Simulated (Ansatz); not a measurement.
# Range of the Fe–Fe exchange couplings in LiFePO4 (Pnma) from PBEsol+U at U = 4.5 eV

We calculate the exchange couplings $J$ between Fe moments in antiferromagnetic LiFePO4 and ask how far they reach, where they change sign and which of them fix the order. Positive $J$ favours parallel moments, and each shell's part in the mean field is counted relative to the calculated state. Values are for rigid moments unless constrained ones are named.

The couplings are antiferromagnetic out to 6.56 Å, and beyond that they are almost zero. Within this range they do not fall steadily. The row that fits worst is the shell at 6.01 Å: its $J$ of −0.464 meV is over five times that at 4.69 Å, and it acts between moments that the state holds parallel.

## How the numbers were made

One system, LiFePO4 (Pnma), in the lowest of the collinear states that were tried (antiferromagnetic, 28 atom(s), 4 counted as magnetic, largest moment 3.42 muB), from measured cells of the Crystallography Open Database (measured order: antiferro (arxiv:cond-mat/0508480)). Ansatz 0.2.0, plane waves with its default PAW datasets, cutoff 420 eV, collinear spins without spin-orbit coupling, Fermi-Dirac smearing of 0.1 eV. The k mesh is 4×6×8 and the sums for the couplings run over 4×6×8. Functional: PBEsol, Dudarev U (eV) Fe 4.5. The couplings come from the magnetic force theorem at rigid moments: each moment turns with its exchange field frozen. A second set is taken at constrained moments: the directions are held and the rest of the density and field relaxes in linear response. The mean-field temperature from all couplings of the first set is 57 K. Shells are pairs of one length, elements and relative sign; shells whose pairs differ much, and those beyond half the range that the mesh resolves, are left out. By the count of bands on its mesh the state is insulating, with a gap of 3.98 eV.

Notes on method and selection:

- J is defined by E = -sum over ordered pairs (each pair twice) of J e_i.e_j with unit vectors e, a classical Heisenberg model without biquadratic or multi-spin terms, so J > 0 favours parallel moments and the moment's size is inside J.
- The state is the lowest of a few collinear starts and need not be the true ground state; spin-orbit coupling is left out.
- Far couplings are the most sensitive to the k mesh.
- Couplings at rigid moments can miss in size and sometimes in sign.
- Ansatz's own search for a lower self-consistent state was switched off in these runs, so a run may rest in a state that is not the lowest for its pattern of moments.
- In insulators under a U, antiferromagnetic superexchange from these couplings can differ by one to four tenths from that of total energies at the same settings (constrained couplings mostly lie weaker), so a match with experiment does not fix U.
- Runs whose couplings were flagged as in doubt, moved by over 30 per cent with the upper empty bands, lost their pattern of moments or rest on unlike orbital states are not listed.
- For crystals with 4f or 5f elements only couplings at constrained moments are used, since rigid ones can be several times too large.
- Runs that did not converge, have known faults or may not be shown are not listed, and runs on Ansatz's PAW sets soft_1 and soft_2 are kept to separate tables.

Columns:

- distance (Å): distance of the pair.
- neighbours: such neighbours per magnetic atom.
- pair: elements and relative sign of the two moments in this state.
- J, rigid (meV): mean J of the shell at rigid moments.
- J, constrained (meV): mean J of the same pairs at constrained moments.
- part in mean field (meV): J times neighbours times the relative sign, first set: the shell's part in the mean field that holds this state (negative: it works against the state).

Input lines of one member:

```
magnetization:
  spin_polarized: true
kpoints:
  mp_grid: { grid: [4, 6, 8] }
  band_path:
    path:
      - [0.0, 0.0, 0.0]
      - [0.5, 0.0, 0.0]
      - [0.5, 0.5, 0.0]
      - [0.0, 0.0, 0.0]
      - [0.0, 0.0, 0.5]
      - [0.5, 0.5, 0.5]
      - [0.0, 0.5, 0.0]
    npoints: 11
hamiltonian:
  xc: pbesol
  hubbard:
    sites: [{ species: Fe, l: d, u_eff: 4.5, starting_ns: occupation_matrices }]
scf:
  occupations: { method: fermi_dirac, width: 0.1 }
  lower_state_search: "off"
output:
  write_bands: true
  eigenstates:
    nscf_kmesh: { grid: [4, 6, 8] }
    top_band: c192
    exchange_couplings: { magnetic: [{ species: Fe }], moments: rigid }
```

Command (options for logging and memory left out): `ansatz run input.yaml`

## Data

| member | distance (Å) | neighbours | pair | J, rigid (meV) | J, constrained (meV) | part in mean field (meV) |
| --- | --- | --- | --- | --- | --- | --- |
| Fe–Fe at 3.87 Å, opposed | 3.87 | 4 | Fe–Fe, opposed | −1.77967 | −1.58693 | 7.11868 |
| Fe–Fe at 4.69 Å | 4.69 | 2 | Fe–Fe, parallel | −0.08662 | −0.05233 | −0.17324 |
| Fe–Fe at 5.41 Å, opposed | 5.41 | 2 | Fe–Fe, opposed | −0.79675 | −0.67767 | 1.59350 |
| Fe–Fe at 5.58 Å | 5.58 | 2 | Fe–Fe, parallel | −0.05559 | −0.01877 | −0.11118 |
| Fe–Fe at 5.77 Å | 5.77 | 2 | Fe–Fe, parallel | −0.11007 | −0.06331 | −0.22014 |
| Fe–Fe at 6.01 Å | 6.01 | 2 | Fe–Fe, parallel | −0.46423 | −0.36910 | −0.92846 |
| Fe–Fe at 6.56 Å, opposed | 6.56 | 2 | Fe–Fe, opposed | −0.01182 | −0.00753 | 0.02364 |
| Fe–Fe at 7.01 Å, opposed | 7.01 | 2 | Fe–Fe, opposed | 0.00006 | −0.00082 | −0.00012 |
| Fe–Fe at 7.32 Å, opposed | 7.32 | 2 | Fe–Fe, opposed | −0.00170 | −0.00127 | 0.00340 |
| Fe–Fe at 7.62 Å | 7.62 | 4 | Fe–Fe, parallel | 0.00122 | 0.00143 | 0.00488 |
| Fe–Fe at 7.68 Å, opposed | 7.68 | 4 | Fe–Fe, opposed | −0.00167 | −0.00094 | 0.00668 |
| Fe–Fe at 7.93 Å, opposed | 7.93 | 2 | Fe–Fe, opposed | −0.00029 | −0.00008 | 0.00058 |
| Fe–Fe at 8.20 Å | 8.20 | 4 | Fe–Fe, parallel | −0.00019 | −0.00025 | −0.00076 |
| Fe–Fe at 8.20 Å, opposed | 8.20 | 2 | Fe–Fe, opposed | −0.00045 | 0.00026 | 0.00090 |
| Fe–Fe at 8.33 Å | 8.33 | 4 | Fe–Fe, parallel | −0.00227 | −0.00162 | −0.00908 |
| Fe–Fe at 8.54 Å | 8.54 | 2 | Fe–Fe, parallel | −0.00025 | 0.00001 | −0.00050 |

J, rigid (meV) against distance (Å) (numbers count the rows of the first table from the top):

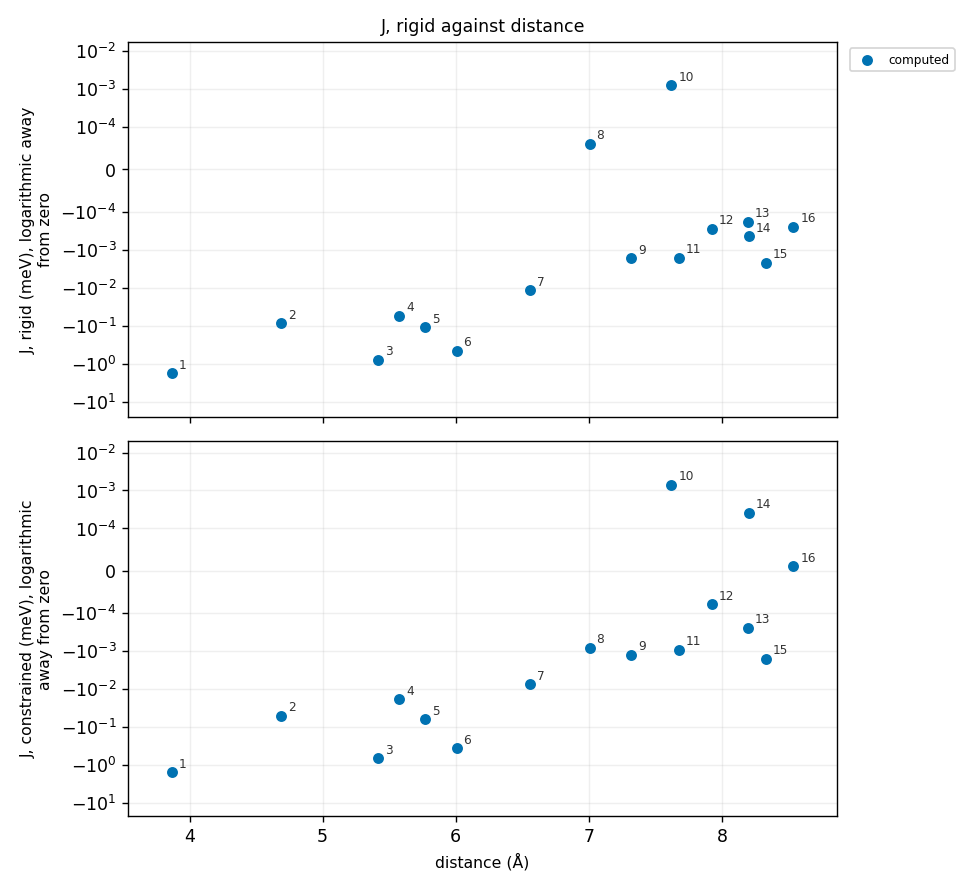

## Interpretation

The strongest coupling, −1.78 meV at 3.87 Å, joins Fe ions that share an oxygen within layers normal to the long axis $a$. This is ordinary superexchange, $J \propto -t^2/U$, with $t$ the effective Fe–Fe hopping through the ligands. With four neighbours it supplies 7.12 meV of the mean field and sets neighbouring moments in a layer antiparallel.

The next five shells, from 4.69 to 6.01 Å, have no common oxygen but are linked through phosphate groups. Each phosphate binds five Fe ions, and the pairs among these five make up exactly the first six shells. The 6.56 Å pairs share no phosphate, which is the likely reason for the drop from −0.464 to −0.012 meV over about half an ångström. The range thus seems to be set by the bridges more than by the length.

The shell at 5.41 Å has two phosphate bridges per pair and reaches −0.797 meV. It decides how the layers stack. The parts of the four interlayer shells up to 6.56 Å add to 1.594 − 0.111 − 0.220 + 0.024 = 1.287 meV. Reversing every second layer would change the sign of this sum and cost 2 × 1.287 = 2.57 meV per Fe. Without the 5.41 Å shell the sum would be negative and the other stacking would win.

The shells at 4.69, 5.58 and 5.77 Å have one phosphate bridge per pair, as does the one at 6.01 Å. Their mean is −(0.087 + 0.056 + 0.110) / 3 = −0.084 meV. If the number of bridges were all that mattered, the 6.01 Å shell should have given about −0.08 meV.

## Outliers

In relative terms the 5.58 Å shell depends most on the treatment among the phosphate-linked pairs: it falls from −0.056 to −0.019 meV at constrained moments, a loss of two thirds, against 11 per cent for the nearest shell.

From 7.01 Å outwards no coupling exceeds 0.0023 meV in size. The shell at 7.62 Å is positive in both sets, while those at 7.01 Å, 8.20 Å (opposed) and 8.54 Å change sign between the sets. These signs have no bearing on the order, and we read no oscillation into them.

## Suspects and checks

The 6.01 Å coupling exceeds the estimate by −0.464 + 0.084 = −0.380 meV.

A finite $k$ mesh folds distant couplings onto near ones. The listed couplings beyond 6.56 Å are over a hundred times smaller than the excess, so folding is an unlikely source. Freezing the exchange field does strengthen this shell, but by only 0.095 meV. At constrained moments the other three average (0.052 + 0.019 + 0.063) / 3 = 0.045 meV in size, and this shell is still 0.369 / 0.045 = 8.2 times as strong. Too small a $U$ would strengthen superexchange in every shell, not in this one alone.

Two physical suspects remain. The first is the shape of the path. Along $b$ the route Fe–O···O–Fe across the phosphate is fairly straight, whereas in the three weak shells it bends sharply at one oxygen or both. A straighter route gives a larger $t$ and a more negative $J$, as required. The 5.41 Å shell, also on fairly open routes, gives −0.797 / 2 = −0.40 meV per bridge if its two bridges simply add. The second suspect is the orbital that holds the sixth d electron of Fe²⁺, since another choice could strengthen or weaken particular routes.

The checks, cheapest first:

1. Compare the existing runs on other $k$ meshes. A sampling error would move this shell towards −0.08 meV on denser meshes; a real coupling would stay.
2. Compare the existing runs at other $U$. If $U$ merely scales superexchange, the ratio to the 5.41 Å shell, now 0.58, should change little.
3. Start the same cell from other d occupations. A lower state with a much weaker 6.01 Å coupling would point to the orbital; a similar coupling in each state would favour the path.
4. Double the cell along $b$ and take total energies for the four settings of two Fe moments 6.01 Å apart. With two such links between them, $E_{\uparrow\uparrow}+E_{\downarrow\downarrow}-E_{\uparrow\downarrow}-E_{\downarrow\uparrow} = -16J$. This is 16 × 0.464 = 7.4 meV for the tabulated coupling and 16 × 0.084 = 1.3 meV for the estimate, a contrast that survives the usual disagreement between the two methods.

We favour the path, because it also explains the strong 5.41 Å shell.

## Conclusions and limits

For this state and this $U$, exchange beyond 6.56 Å can be neglected. The 3.87 Å shell orders each layer and the 5.41 Å shell stacks the layers, while the 6.01 Å shell is the main opponent, taking 0.93 meV from the mean field.

Two omissions matter more than the weak shells. Spin-orbit coupling gives Fe²⁺ a single-ion anisotropy, which selects the spin axis and tends to raise the ordering temperature. Correlated spin fluctuations act the other way, typically by some tens of per cent, so the mean-field 57 K is too high for these couplings.

[Logs are printed without paths, hosts, clocks, repeated set-up lines and the standing remarks that a program may print on its own settings, such as how far it seeks lower states.]
